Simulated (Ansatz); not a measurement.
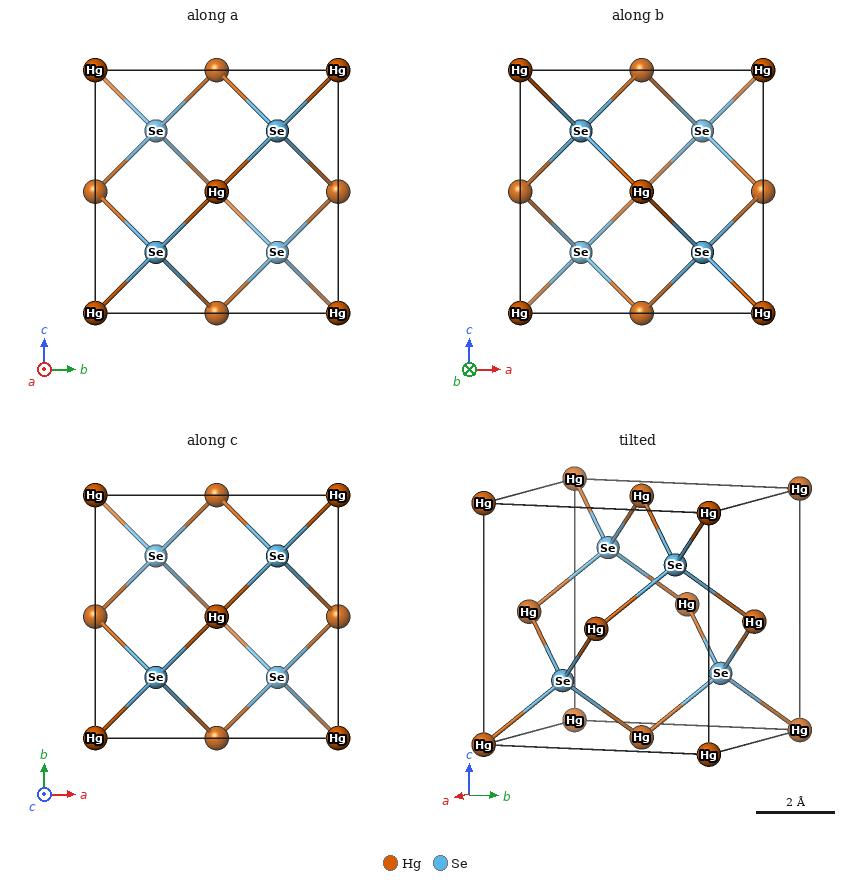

The crystal in a ball-and-stick representation, seen along the a axis, along the b axis, along the c axis and slightly off an axis. The wireframe shows the conventional unit cell.

Lattice parameters: a = 6.259 Å, b = 6.259 Å, c = 6.259 Å, α = 90.00°, β = 90.00°, γ = 90.00°.

### Set out the cell and atoms as a table of Wyckoff sites.

Space group F-43m (No. 216).
```csv
atom,site,x,y,z
Hg,4a,0.0000,0.0000,0.0000
Se,4d,0.2500,0.2500,0.7500
```

The initial geometry was a structure type filled with these elements by a generator (whether the compound takes this form wasn't checked). This is the structure after a relaxation with DFT, PBE, plane waves, PAW (Ansatz 0.2.0).
